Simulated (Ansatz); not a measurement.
```
CELL_PARAMETERS angstrom
-4.54819 -4.54819 -4.54819
-4.54819 4.54819 4.54819
4.54819 4.54819 -4.54819
ATOMIC_POSITIONS crystal
P 0.49958 0.24994 0.25103
B 0.24834 0.24995 0.50499
B 0.99955 0.24992 0.75101
B 0.49957 0.74996 0.75102
B 0.49954 0.50401 0.99974
B 0.24829 0.50395 0.25097
B 0.00492 0.50120 0.50231
B 0.75083 0.50118 0.75632
B 0.75354 0.24995 0.99980
B 0.49959 0.99869 0.50514
B 0.24551 0.99592 0.74576
B 0.24560 0.74475 0.99709
B 0.99959 0.74996 0.25107
B 0.75079 0.75512 0.50223
B 0.99420 0.99586 0.99695
B 0.75361 0.99870 0.25105
P 0.49966 0.97424 0.25119
P 0.24778 0.99815 0.49827
P 0.00048 0.00267 0.75195
P 0.49957 0.50177 0.75001
P 0.49950 0.25000 0.97524
P 0.22371 0.24988 0.25089
P 0.99863 0.24993 0.50283
P 0.75138 0.24994 0.75010
P 0.74673 0.99814 0.99921
P 0.49955 0.74891 0.50281
P 0.25240 0.75096 0.75205
P 0.24776 0.49719 0.99920
P 0.99858 0.50176 0.25104
P 0.77543 0.52566 0.52682
P 0.00055 0.75092 0.00384
P 0.75137 0.74895 0.25101
```

Spin-polarised.

The calculation used DFT PBE, scalar-relativistic, plane waves, PAW in Ansatz 0.2.0.

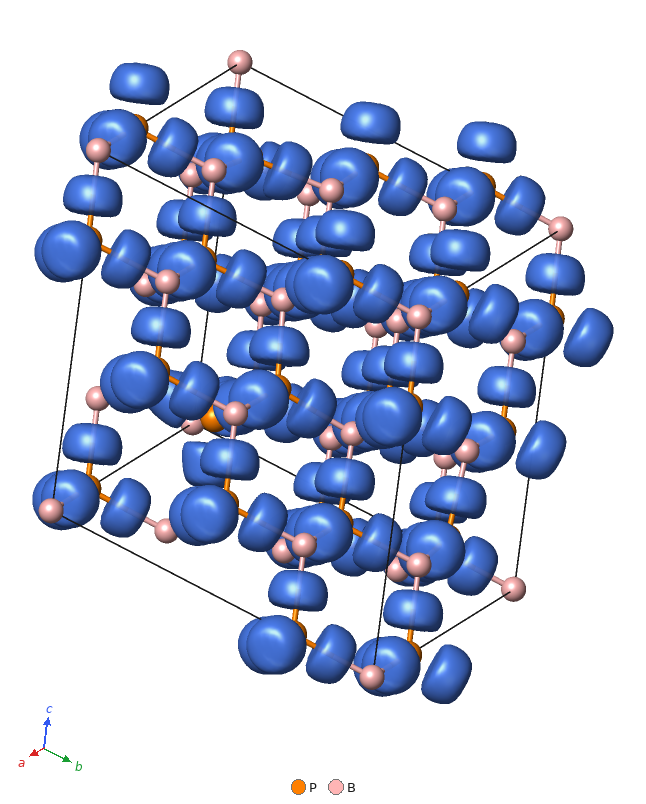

B₁₅P₁₇ (cell charge +1, with a compensating background) (cell with a defect). Isosurface of the ELF at 0.75 (blue), seen slightly off an axis. Only the valence region is drawn (cores and ρ < 0.01 e/Å³ removed). Sticks mark near contacts.

In a PAW calculation such maps are meaningful between the atoms, not at the nuclei.

**Where are the electrons localised?**

The ELF exceeds this value in 60 regions between bonded B–P atoms and four regions between bonded P–P atoms, counted in one cell of 32 atoms. Regions shared between cells count once. Along the contacts the grid gives the following. B–P (1.94 Å): the ELF peaks at about 0.95 between the atoms. P–P (2.17 Å): the ELF peaks at about 0.95 between the atoms.
